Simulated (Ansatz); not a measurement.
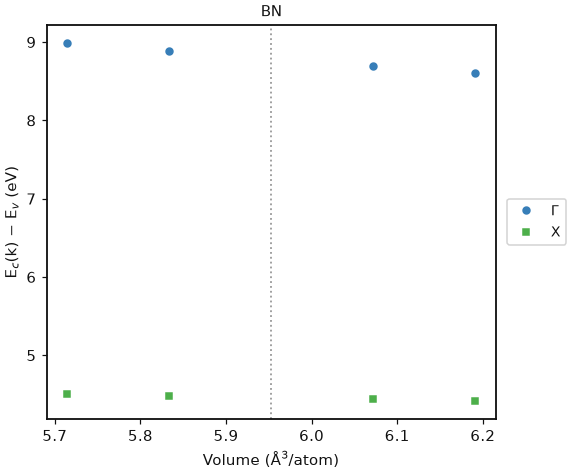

Lowest conduction level at Γ, counted from the valence-band top at Γ, and the lowest one over the whole k mesh, at X. One run is left out (dotted line).

System: zincblende BN, space group F-43m, 2 atoms in the primitive cell. The cell is scaled uniformly. Method: PBE, Ansatz PAW set, no spin polarisation, no spin-orbit coupling, 16×16×16 k mesh, 420 eV cutoff (Ansatz).

| volume | Γ (eV) | X (eV) | pressure (GPa) |
| --- | --- | --- | --- |
| 5.71 Å³/atom | 8.99 | 4.50 | 16.3 |
| 5.83 Å³/atom | 8.89 | 4.49 | 7.8 |
| 6.07 Å³/atom | 8.70 | 4.44 | −7.1 |
| 6.19 Å³/atom | 8.60 | 4.42 | −13.5 |

Q: What does the missing run, at 5.95 Å³/atom, give?

A: Fits through the other points against the logarithm of the volume give 8.79 eV at Γ and 4.46 eV at X (straight lines). The run itself gives 8.79 and 4.46 eV, within 0.01 eV of the estimates.

LDA, GGA and most meta-GGA functionals understate gaps. The usual form of BN is layered hexagonal.
